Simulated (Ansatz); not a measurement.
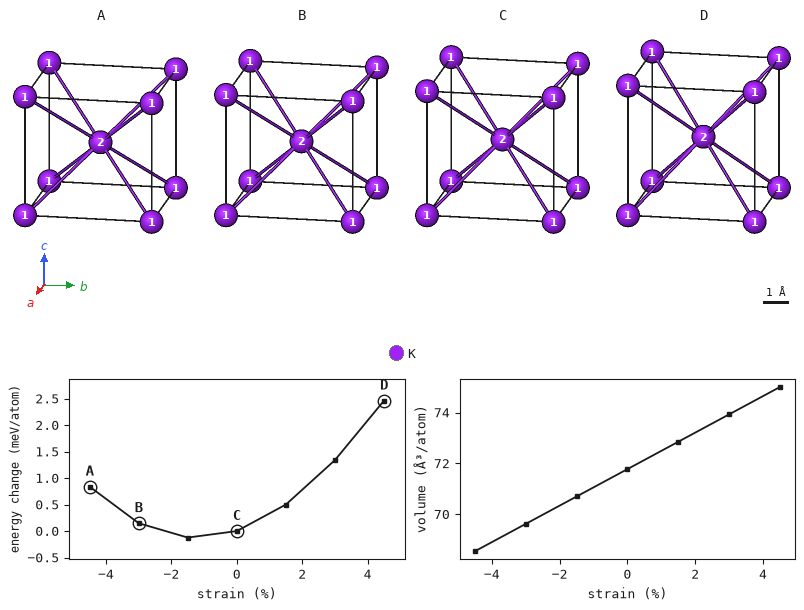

Members of a series of calculations on crystalline K (set up in Im-3m), marked on the first curve. Style: ball-and-stick. Shown: the cell of the calculation, slightly off an axis.

Computed with DFT PBEsol, scalar-relativistic, plane waves, PAW (Ansatz 0.2.0). (plane-wave cutoff 420 eV; k-point mesh 10 × 10 × 10; occupations gaussian; smearing width 0.1 eV; no spin polarisation)

Describe the series.

Strain along c alone, the other axes held, atoms relaxed. A (strain −4.5 %): energy change 0.8 meV/atom, volume 68.54 Å³ per atom. B (strain −3.0 %): energy change 0.1 meV/atom, volume 69.62 Å³ per atom. C (strain 0.0 %): energy change 0.0 meV/atom, volume 71.77 Å³ per atom. D (strain 4.5 %): energy change 2.5 meV/atom, volume 75.00 Å³ per atom. The rest compares A with D. The drawn cell changes as follows: a = b unchanged at 5.236 Å, c 5.000 → 5.472 Å (+9.4 %); the volume changes by +9.4 %. Near-neighbour distances before and after: K–K 4.468 → 4.604 Å.
